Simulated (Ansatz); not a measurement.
**GeSi: molecular dynamics (part 2 of 4)**

GeSi (P6₃mc, 16 atoms in the cell); DFT, r2SCAN, plane waves, PAW (Ansatz 0.2.0); cutoff 500 eV, 3×3×2 k-mesh, Fermi–Dirac smearing of 0.026 eV. The structure was built on a prototype by a generator. The run did not end well. The geometry comes from this level: r2SCAN. It belongs to a series of runs on one base structure; here: npt_langevin at 300 K. The run did not end well; see the last part.

Geometry of the input (Å; fractional positions):
```
7.8129  0.0000  0.0000
-3.9064  6.7661  0.0000
0.0000  0.0000  6.4478
Ge 0.1667  0.3333  0.0004
Ge 0.3333  0.1667  0.5004
Si 0.1667  0.3333  0.3746
Si 0.3333  0.1667  0.8746
Ge 0.1667  0.8333  0.0004
Ge 0.3333  0.6667  0.5004
Si 0.1667  0.8333  0.3746
Si 0.3333  0.6667  0.8746
Ge 0.6667  0.3333  0.0004
Ge 0.8333  0.1667  0.5004
Si 0.6667  0.3333  0.3746
Si 0.8333  0.1667  0.8746
Ge 0.6667  0.8333  0.0004
Ge 0.8333  0.6667  0.5004
Si 0.6667  0.8333  0.3746
Si 0.8333  0.6667  0.8746
```

What the program printed, continued:
```
md step    26: t =    26.00 fs  T =   140.1 K  F+E_penalty+E_count = -39534.89965270 eV  E_kin = 0.289733 eV  conserved = -39534.88219220 eV  P_inst = -0.0960 GPa  V = 342.5921 Å³  selection 1  (4 SCF iters)
SCF 28 converged in 4 iterations: F = -39534.894226 eV  dr2 = 7.13e-9
md step    27: t =    27.00 fs  T =   138.6 K  F+E_penalty+E_count = -39534.89422623 eV  E_kin = 0.286578 eV  conserved = -39534.88221228 eV  P_inst = -0.1621 GPa  V = 342.8484 Å³  selection 1  (4 SCF iters)
Crystal: 16 atoms, lattice volume = 343.051 Å³
SCF iter   1: F=—  HF=-39534.890664 eV  |F-HF|=—  |Δ(HF+E_count)|=         —  Δρ=3.21e-5  dr2=2.68e-6  dr2_τ=3.28e-6  ethr=1.74e-8  ⟨swp⟩=3.0  Hψ=2550  notcnv=0  defer=64
automatic band count: iteration 1 solves 87 bands in place of 88: the levels show a gap, and the empty bands left out lie too high to hold charge; the band table lists the bands solved (type scf.n_extra_bands for more)
preconditioner: auto → Resta (q_TF=auto, 2.361 Å⁻¹)  ε∞=4.6  [insulator: Δε(μ)=0.430 eV  Ē_g=8.420 eV  σ=0.026 eV  W_gap=1.00  n_scr=70 (ndim 8)  ℏωp=16.0 eV  f_vac=0.016  D(μ)=0.00/eV (n_scr^D=0)  ε∞_Penn≈4.6]
SCF iter   2: F=—  HF=-39534.890782 eV  |F-HF|=—  |Δ(HF+E_count)|=   1.17e-4  Δρ=1.87e-5  dr2=6.97e-7  dr2_τ=4.45e-9  ethr=1.86e-9  ⟨swp⟩=2.0  Hψ=1330  notcnv=0  defer=64
SCF iter   3: F=—  HF=-39534.890782 eV  |F-HF|=—  |Δ(HF+E_count)|=   1.66e-7  Δρ=4.49e-6  dr2=5.13e-8  dr2_τ=6.88e-10  ethr=4.84e-10  ⟨swp⟩=2.0  Hψ=1525  notcnv=0  defer=64
SCF iter   4: F=-39534.890782 eV  HF=-39534.890782 eV  |F-HF|=2.51e-9  |Δ(HF+E_count)|=   2.98e-9  Δρ=1.30e-6  dr2=5.36e-9  dr2_τ=9.19e-11  ethr=1.11e-11  ⟨swp⟩=4.0  Hψ=3070  notcnv=0
SCF 29 converged in 4 iterations: F = -39534.890782 eV  dr2 = 5.36e-9
md step    28: t =    28.00 fs  T =   134.1 K  F+E_penalty+E_count = -39534.89078168 eV  E_kin = 0.277322 eV  conserved = -39534.88222800 eV  P_inst = -0.2181 GPa  V = 343.0505 Å³  selection 1  (4 SCF iters)
```

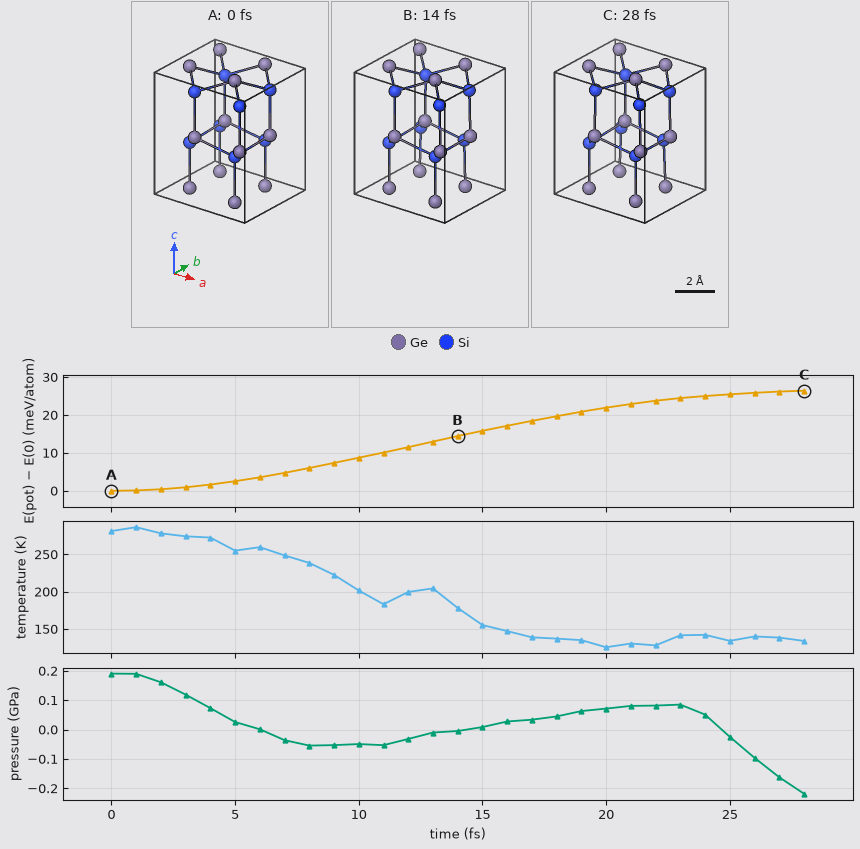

*Frames of the molecular dynamics (ball-and-stick, simulation cell, seen slightly off an axis) above the curves, on which the letters mark them.*

The trajectory kept here has 29 frames over 28 fs. The temperature starts at 281 K, ranges from 126 to 287 K and averages 141 K over the second half. The potential energy ends 26.4 meV/atom above its first value. The conserved quantity stays within 0.019 meV/atom. With the common drift removed, the root-mean-square displacement is 0.08 Å.

```
Step cancelled. What follows is not a result of the run: it is the report of the last solve that finished, which converged after 4 SCF iterations.
Free energy (F): -39534.890782 eV
Harris-Foulkes:  -39534.890782 eV  (|F-HF|=2.51e-9)
Internal energy: -39534.890767 eV  (E = F + TS)
E sigma→0 (E₀):  -39534.890774 eV
Entropy (-TS):   -0.000015 eV (-0.001 meV/atom)
Fermi energy:    7.834326 eV
--- Per-component energies (eV) ---
  E_band       = -1301.421812
  E_kinetic    = 1210.893972
  E_local      = -21269.743401  (includes V_loc(G=0)·N_el)
  E_nonlocal   = 3561.993689
  E_hartree    = 9360.967172
  E_xc         = -964.807937
  E_vxc        = -941.184610  (∫ρ·V_xc dr)
  E_paw        = -20431.687162  (= ΣΔE_a)
  E_vpaw       = -2631.350196  (= ΣTr[D̂ρ^β])
  E_aug_tail   = 0.000296  (compensation charges beyond the density's cutoff)
  E_vtau       = 46.033903  (kinetic-family band-sum trace: ∫τ·v_τ [+ j·A + Jᵃ·Aᵃ] dr)
  E_ewald      = -10993.209805
  E_core_change = -9.297590  (= ΣΔE_core)
  E_smearing   = -0.000015  (= −TS)
  E_closure    = 0.000000  (closes the sum)
  Σ components = -39534.890782   (vs F -39534.890782, Δ=0.00e0)
--- Forces (eV/Å), atoms counted from 1 ---
  atom   1  Ge     0.73458775     0.32497848     0.36844151
  atom   2  Ge     0.81685081    -0.33147764    -0.27684048
  atom   3  Si    -0.48901899     0.70009335     0.05120915
  atom   4  Si    -0.40145294    -0.56344537    -0.26936934
  atom   5  Ge    -0.14194787     0.40592847    -0.84463762
  atom   6  Ge    -0.10610071    -0.74417461     0.21139147
  atom   7  Si    -0.83717649     0.21431294     1.09872292
  atom   8  Si     0.12256762    -0.20436854    -0.13710725
  atom   9  Ge     0.26726864    -0.37660947     0.08748381
  atom  10  Ge    -0.09999222    -0.67083120     0.09085548
  atom  11  Si    -0.36523136    -0.54677320    -0.26779071
  atom  12  Si    -0.39486576    -0.26850221    -0.64974279
  atom  13  Ge    -1.02088051     0.46182646     0.54314804
  atom  14  Ge     0.79840061     0.31605972     0.21404720
  atom  15  Si     0.11662476     1.21871211    -0.47696832
  atom  16  Si     1.00036030     0.06426550     0.25714269
  max |Σ_I F_I| component: 1.42e-5 eV/Å
--- Stress (GPa, compression-positive) ---
        0.553099      -0.470301       0.291108
       -0.470301      -0.804411      -0.151675
        0.291108      -0.151675      -0.662124
  P = ⅓ Tr σ = -0.3045 GPa (-3.045 kbar)
--- Band table (eV; the first three rows and the last of 10) ---
  k-point 0: bands = ["-17.7009", "-17.6964", "-17.6932", "-17.6900", "-17.6885", "-17.6859", "-17.6736", "-17.6682", "-17.6673", "-17.6635", "-17.6624", "-17.6600", "-17.6573", "-17.6567", "-17.6545", "-17.6514", "-17.6505", "-17.6470", "-17.6450", "-17.6418", "-17.6404", "-17.6356", "-17.6305", "-17.6292", "-17.6282", "-17.6238", "-17.6219", "-17.6213", "-17.6180", "-17.6172", "-17.6155", "-17.6123", "-17.6115", "-17.5981", "-17.5953", "-17.5920", "-17.5877", "-17.5841", "-17.5635", "-17.5611", "-5.6553", "-3.5901", "-3.5287", "-3.4193", "-3.3723", "-1.9889", "-1.9668", "-1.8904", "-0.9025", "-0.8243", "-0.7641", "-0.1945", "0.7317", "0.9060", "1.0169", "2.5685", "2.6013", "2.6726", "4.1258", "4.1795", "4.2292", "4.3639", "4.4474", "4.5202", "5.7139", "5.7925", "5.8772", "5.9577", "6.0122", "7.2039", "7.3713", "7.6209", "8.0506", "8.1070", "8.2222", "8.2374", "9.3469", "9.5440", "9.6378", "9.7913", "9.8563", "9.9914", "10.3663", "10.9038", "10.9473", "11.0991", "11.1319"]
  k-point 1: bands = ["-17.7009", "-17.6964", "-17.6932", "-17.6899", "-17.6884", "-17.6861", "-17.6737", "-17.6703", "-17.6655", "-17.6636", "-17.6617", "-17.6597", "-17.6576", "-17.6569", "-17.6548", "-17.6511", "-17.6507", "-17.6465", "-17.6451", "-17.6418", "-17.6397", "-17.6360", "-17.6307", "-17.6295", "-17.6277", "-17.6240", "-17.6221", "-17.6213", "-17.6180", "-17.6167", "-17.6153", "-17.6126", "-17.6117", "-17.5983", "-17.5954", "-17.5920", "-17.5876", "-17.5841", "-17.5635", "-17.5612", "-4.8979", "-4.8287", "-2.9555", "-2.8931", "-2.8687", "-2.8151", "-2.8016", "-2.5882", "-0.5310", "-0.4519", "-0.3861", "-0.3530", "-0.2269", "-0.1710", "2.8046", "2.8427", "4.6410", "4.6999", "4.7409", "4.7804", "4.8151", "4.8283", "4.8593", "4.8739", "4.9078", "4.9373", "4.9720", "5.0705", "6.3564", "6.3952", "6.5071", "6.6984", "8.2805", "8.3315", "8.3769", "8.4172", "8.4718", "8.5177", "8.9579", "9.0465", "9.4448", "9.5486", "9.5736", "9.6044", "9.6679", "9.7316", "10.7030"]
  k-point 2: bands = ["-17.6999", "-17.6960", "-17.6927", "-17.6903", "-17.6884", "-17.6865", "-17.6734", "-17.6680", "-17.6671", "-17.6631", "-17.6623", "-17.6601", "-17.6579", "-17.6566", "-17.6546", "-17.6510", "-17.6503", "-17.6476", "-17.6448", "-17.6420", "-17.6402", "-17.6350", "-17.6308", "-17.6291", "-17.6284", "-17.6239", "-17.6216", "-17.6206", "-17.6185", "-17.6179", "-17.6159", "-17.6124", "-17.6114", "-17.5983", "-17.5956", "-17.5923", "-17.5880", "-17.5843", "-17.5636", "-17.5612", "-5.3379", "-4.4222", "-3.6656", "-3.4924", "-3.0960", "-2.2078", "-1.8383", "-1.7533", "-0.8512", "-0.8008", "-0.4659", "-0.0892", "1.1322", "1.3429", "2.4025", "2.5784", "2.6220", "2.6583", "3.2431", "3.3079", "3.9111", "4.4396", "4.5923", "4.6782", "4.8979", "4.9666", "5.1780", "5.3278", "5.4131", "6.1314", "6.6723", "6.8805", "8.3451", "8.8526", "9.4196", "9.5421", "9.9255", "9.9762", "10.1339", "10.2107", "10.6002", "10.7405", "10.9265", "11.0681", "11.1862", "11.2690", "11.4815"]
  k-point 9: bands = ["-17.6999", "-17.6960", "-17.6925", "-17.6899", "-17.6885", "-17.6868", "-17.6736", "-17.6698", "-17.6655", "-17.6634", "-17.6616", "-17.6595", "-17.6581", "-17.6565", "-17.6548", "-17.6508", "-17.6504", "-17.6472", "-17.6448", "-17.6420", "-17.6399", "-17.6355", "-17.6308", "-17.6295", "-17.6281", "-17.6238", "-17.6219", "-17.6210", "-17.6182", "-17.6169", "-17.6154", "-17.6130", "-17.6120", "-17.5980", "-17.5955", "-17.5926", "-17.5878", "-17.5845", "-17.5637", "-17.5613", "-4.5774", "-4.5083", "-3.6729", "-3.5983", "-3.0262", "-2.9751", "-2.8917", "-2.7592", "-0.0957", "-0.0156", "0.0450", "0.2615", "0.8614", "0.9359", "2.5698", "2.6298", "3.5915", "3.6566", "3.6840", "3.7503", "4.4982", "4.5181", "4.7698", "4.7917", "4.9828", "5.0030", "5.1083", "5.1338", "5.1926", "5.3118", "5.9267", "6.0919", "8.7040", "8.7794", "9.1626", "9.1969", "9.2492", "9.3005", "9.5937", "9.6940", "10.4566", "10.5228", "10.8571", "10.9166", "10.9669", "11.0992", "11.4300"]
End of that report.
Error: SIGTERM received: cancelled by the caller after 28 completed MD steps
```

Trajectory as extended XYZ (Å, eV, eV/Å), 28 of the 29 frames kept, from step=0 to step=28:
```
16
Lattice="7.8129 0.0000 0.0000 -3.9064 6.7661 0.0000 0.0000 0.0000 6.4478" Properties=species:S:1:pos:R:3:forces:R:3 step=0 time_fs=0.0 energy=-39535.31334 temperature=281.2 pressure_GPa=0.19
Ge    0.0000    2.2554    0.0026    0.0000   0.0000  -0.0146
Ge    1.9532    1.1277    3.2265    0.0000   0.0000  -0.0146
Si    0.0000    2.2554    2.4154    0.0000   0.0000   0.0146
Si    1.9532    1.1277    5.6393    0.0000   0.0000   0.0146
Ge   -1.9532    5.6385    0.0026    0.0000   0.0000  -0.0146
Ge    0.0000    4.5108    3.2265    0.0000   0.0000  -0.0146
Si   -1.9532    5.6385    2.4154    0.0000   0.0000   0.0146
Si    0.0000    4.5108    5.6393    0.0000   0.0000   0.0146
Ge    3.9064    2.2554    0.0026    0.0000   0.0000  -0.0146
Ge    5.8597    1.1277    3.2265    0.0000   0.0000  -0.0146
Si    3.9064    2.2554    2.4154    0.0000   0.0000   0.0146
Si    5.8597    1.1277    5.6393    0.0000   0.0000   0.0146
Ge    1.9532    5.6385    0.0026    0.0000   0.0000  -0.0146
Ge    3.9064    4.5108    3.2265    0.0000   0.0000  -0.0146
Si    1.9532    5.6385    2.4154    0.0000   0.0000   0.0146
Si    3.9064    4.5108    5.6393    0.0000   0.0000   0.0146
16
Lattice="7.8130 0.0000 0.0000 -3.9065 6.7663 0.0000 0.0000 0.0000 6.4479" Properties=species:S:1:pos:R:3:forces:R:3 step=1 time_fs=1.0 energy=-39535.31177 temperature=286.5 pressure_GPa=0.19
Ge   -0.0030    2.2555    0.0011    0.0328   0.0116  -0.0050
Ge    1.9517    1.1280    3.2294    0.0611  -0.0187  -0.0509
Si    0.0017    2.2508    2.4146   -0.0122   0.0643   0.0182
Si    1.9533    1.1283    5.6402   -0.0183  -0.0104   0.0313
Ge   -1.9541    5.6378    0.0033   -0.0129   0.0038  -0.0755
Ge    0.0014    4.5106    3.2267   -0.0188  -0.0421  -0.0318
Si   -1.9492    5.6395    2.4097   -0.0323   0.0008   0.0961
Si    0.0008    4.5131    5.6385   -0.0182  -0.0217   0.0253
Ge    3.9048    2.2588    0.0044   -0.0033  -0.0433  -0.0160
Ge    5.8618    1.1285    3.2281   -0.0006  -0.0514   0.0041
Si    3.9104    2.2542    2.4161   -0.0549   0.0117   0.0302
Si    5.8573    1.1270    5.6448   -0.0016   0.0115  -0.0434
Ge    1.9558    5.6369    0.0006   -0.0395   0.0113   0.0386
Ge    3.9061    4.5122    3.2223    0.0647  -0.0259   0.0100
Si    1.9544    5.6342    2.4172   -0.0186   0.0665  -0.0249
Si    3.9025    4.5089    5.6371    0.0727   0.0320  -0.0064
16
Lattice="7.8138 0.0000 0.0000 -3.9069 6.7670 0.0000 0.0000 0.0000 6.4486" Properties=species:S:1:pos:R:3:forces:R:3 step=2 time_fs=2.0 energy=-39535.30688 temperature=278.2 pressure_GPa=0.16
Ge   -0.0059    2.2559   -0.0003    0.0699   0.0273   0.0010
Ge    1.9505    1.1286    3.2327    0.1198  -0.0421  -0.0891
Si    0.0032    2.2463    2.4138   -0.0219   0.1281   0.0229
Si    1.9541    1.1293    5.6416   -0.0431  -0.0255   0.0501
Ge   -1.9549    5.6375    0.0044   -0.0291   0.0119  -0.1447
Ge    0.0028    4.5108    3.2271   -0.0332  -0.0853  -0.0430
Si   -1.9450    5.6406    2.4039   -0.0692   0.0085   0.1849
Si    0.0019    4.5168    5.6385   -0.0407  -0.0543   0.0301
Ge    3.9038    2.2620    0.0064   -0.0020  -0.0847  -0.0212
Ge    5.8643    1.1291    3.2297   -0.0014  -0.0985   0.0262
Si    3.9145    2.2531    2.4168   -0.1083   0.0252   0.0489
Si    5.8560    1.1264    5.6505   -0.0072   0.0223  -0.0998
Ge    1.9585    5.6357   -0.0013   -0.0712   0.0264   0.0936
Ge    3.9060    4.5141    3.2183    0.1360  -0.0555   0.0378
Si    1.9560    5.6304    2.4197   -0.0440   0.1309  -0.0702
Si    3.8990    4.5070    5.6353    0.1455   0.0655  -0.0276
16
Lattice="7.8152 0.0000 0.0000 -3.9076 6.7682 0.0000 0.0000 0.0000 6.4497" Properties=species:S:1:pos:R:3:forces:R:3 step=3 time_fs=3.0 energy=-39535.29859 temperature=274.3 pressure_GPa=0.12
Ge   -0.0087    2.2568   -0.0019    0.1065   0.0421   0.0035
Ge    1.9496    1.1290    3.2358    0.1724  -0.0643  -0.1239
Si    0.0044    2.2415    2.4127   -0.0254   0.1952   0.0333
Si    1.9553    1.1307    5.6434   -0.0726  -0.0465   0.0671
Ge   -1.9557    5.6374    0.0056   -0.0486   0.0255  -0.2176
Ge    0.0040    4.5113    3.2276   -0.0487  -0.1334  -0.0528
Si   -1.9410    5.6419    2.3982   -0.1045   0.0179   0.2750
Si    0.0032    4.5214    5.6390   -0.0634  -0.0921   0.0324
Ge    3.9030    2.2650    0.0085    0.0051  -0.1232  -0.0271
Ge    5.8671    1.1301    3.2313   -0.0053  -0.1494   0.0456
Si    3.9186    2.2524    2.4178   -0.1579   0.0349   0.0641
Si    5.8555    1.1257    5.6560   -0.0140   0.0370  -0.1488
Ge    1.9614    5.6351   -0.0031   -0.0999   0.0413   0.1501
Ge    3.9062    4.5162    3.2147    0.2066  -0.0835   0.0644
Si    1.9577    5.6267    2.4228   -0.0688   0.2004  -0.1208
Si    3.8957    4.5053    5.6339    0.2185   0.0982  -0.0445
```
